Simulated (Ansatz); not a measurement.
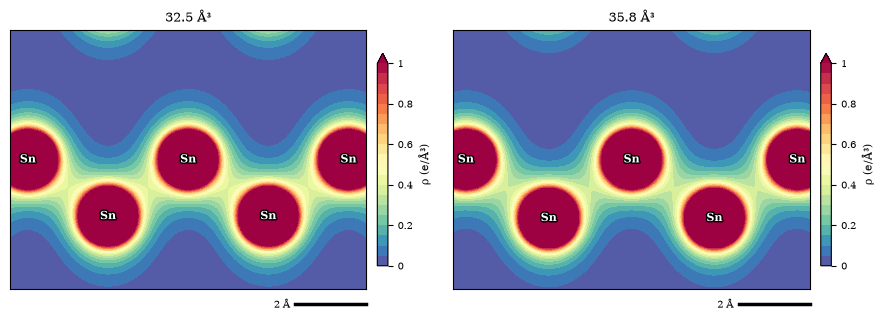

Sn. The valence pseudo-density of cells scaled evenly to different volumes (given per atom above each panel), on the (011̄) plane of each (indices in the axes of the cell below), at one length scale and on one colour scale.

Level of theory: Kohn-Sham DFT of a periodic cell, r2SCAN with D3(BJ), Ansatz PAW (Ansatz).

In a PAW calculation such maps are meaningful between the atoms, not at the nuclei.

The largest cell:

```yaml
crystal:
  lattice:
    - [0.00000, 3.29676, 3.29676]
    - [3.29676, 0.00000, 3.29676]
    - [3.29676, 3.29676, 0.00000]
  atoms:
    - { symbol: Sn, position: [0.75000, 0.75000, 0.75000] }
    - { symbol: Sn, position: [0.50000, 0.50000, 0.50000] }
```

| volume (Å³/atom) | Sn–Sn contact in the plane (Å) | ρ at its midpoint (e/Å³) | pressure (GPa) | 
| --- | --- | --- | --- |
| 32.45 | 2.762 | 0.398 | 3.9 | 
| 33.80 | 2.800 | ? | ? | 
| 35.83 | 2.855 | 0.351 | −1.1 | 

### What values belong in the row with question marks?

Over the known rows ln ρ falls by 1.35 per Å of Sn–Sn distance (the line through the two), which gives 0.378 e/Å³ at 2.800 Å; the calculation gives 0.378 e/Å³. For the pressure, a straight line in volume between the neighbouring rows gives 1.9 GPa; the calculation gives 1.5, lower because pressure rises ever faster on compression.
